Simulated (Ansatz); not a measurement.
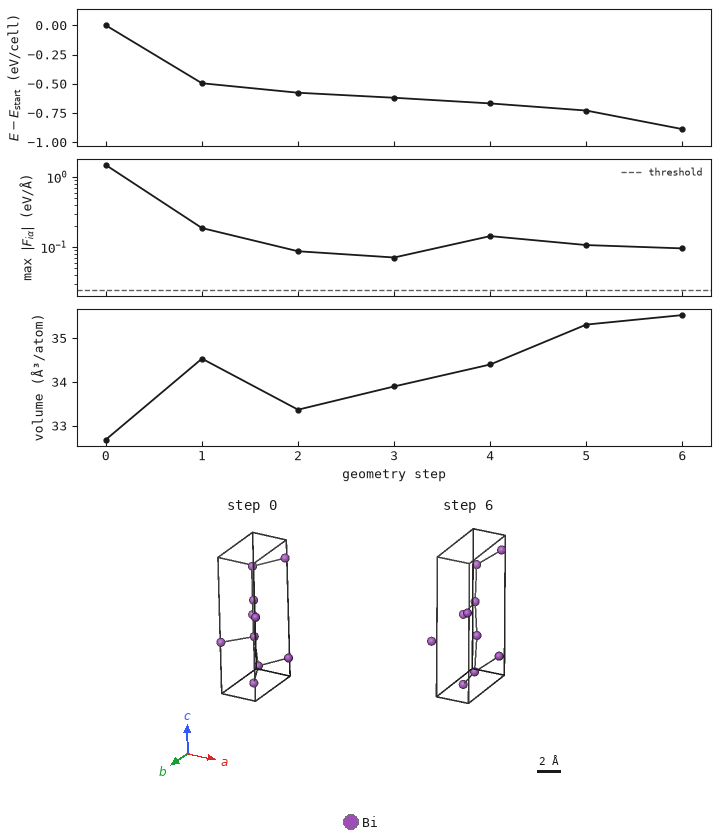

First and last geometry of a relaxation of solid Bi (a generated structure, set up in P1) (coarse preliminary run), with the history of the run. Style: ball-and-stick. Shown: the cell of the calculation, from a free direction.

Theory: Ansatz 0.2.0, DFT PBE, scalar-relativistic, plane waves, PAW.

Input file:
```yaml
crystal:
  lattice:
    - [3.3579972664, -0.0699560769, -0.0488416248]
    - [-0.1211674793, 5.9630231498, -0.025842833]
    - [-0.1879832673, -0.0574260023, 13.0665125545]
  atoms:
    - { symbol: Bi, position: [0.9653931266, -0.0010616874, 0.1315921908] }
    - { symbol: Bi, position: [0.9586876672, -0.0288276121, 0.6280157266] }
    - { symbol: Bi, position: [0.5418011631, 0.4565428982, 0.1339475417] }
    - { symbol: Bi, position: [0.5359848267, 0.5341658251, 0.6301482009] }
    - { symbol: Bi, position: [0.4864581989, 0.4952662684, 0.3532339928] }
    - { symbol: Bi, position: [0.5234431305, 0.5250919671, 0.8768267708] }
    - { symbol: Bi, position: [0.017229616, -0.0008609342, 0.3771725966] }
    - { symbol: Bi, position: [-0.028997729, 0.0196832749, 0.8690629798] }
basis:
  ecutwfc: 420
kpoints:
  mp_grid: { grid: [6, 4, 2] }
hamiltonian:
  xc: pbe
scf:
  occupations: { method: gaussian, width: 0.2 }
  lower_state_search: "off"
output:
  forces: true
  stress: true
  eigenvalues: true
relax:
  adjacent_minimum: "off"
  f_tol: 0.025
  max_steps: 60
  cell: { stress_tol: 0.25 }
```

Launched with:
```bash
ansatz run input.yaml --threads 1 --pin off --max-ram 2560MiB --backend cpu --events-out ev --progress --plain --runs-dir out
```

Q: Did the run converge, and what did it change?

A: The run was cut off at its time limit before the relaxation converged, so the last structure is only a point on the way. The energy falls by 0.887 eV per cell of the calculation in 6 geometry steps. Largest force component: 1.5 eV/Å at the start, 0.096 eV/Å at the end. The pressure goes from 3.64 to −0.82 GPa. Bi7 moves most relative to the cell: 0.67 Å roughly along −a. The drawn cell changes as follows: a 3.359 → 3.241 Å (−3.5 %), b 5.964 → 6.518 Å (+9.3 %), c 13.068 → 13.470 Å (+3.1 %), α 90.5° → 91.2°, β 91.7° → 88.0°, γ 92.4° → 89.0°; the volume changes by +8.7 %. Near-neighbour distances that change, for instance: Bi5–Bi7 3.317 → 4.343 Å, Bi1–Bi3 3.280 → 4.229 Å, Bi2–Bi4 3.312 → 4.125 Å, Bi5–Bi7 (another image) 3.466 → 4.237 Å. Bond angles that change, for instance: Bi5–Bi7–Bi5 117.8° → 161.7°, Bi8–Bi6–Bi8 126.3° → 154.3°, Bi1–Bi3–Bi1 128.8° → 155.4°. The space group stays P1 (No. 1).
